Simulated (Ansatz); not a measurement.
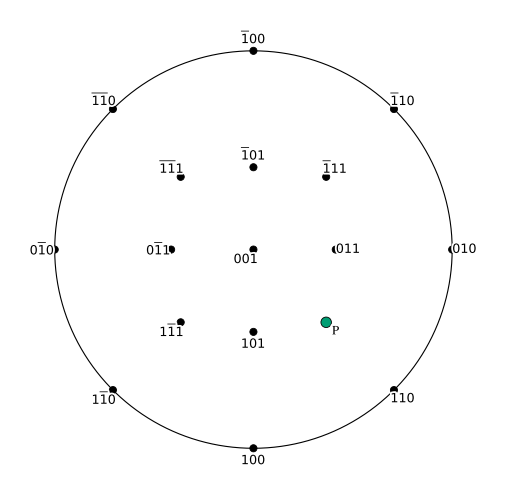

For Ge, the input geometry of an electronic-structure calculation (not necessarily at equilibrium); the starting structure was generated, so it need not be a known form of this composition: stereographic projection of plane normals (upper hemisphere) centred on (0 0 1). Geometry calculated from the standardised cell; symmetry tolerance 0.002 Å.

a = 5.612 Å, b = 5.612 Å, c = 5.612 Å, α = 90.00°, β = 90.00°, γ = 90.00°.

**Index the pole marked P.**

P is (1 1 1), 54.7° from the centre.

**What is the angle between the normals of (1 −1 1) and (1 −1 0), and what are their d_hkl = 1/|g|?**

35.3°; d = 3.240 Å and 3.968 Å.
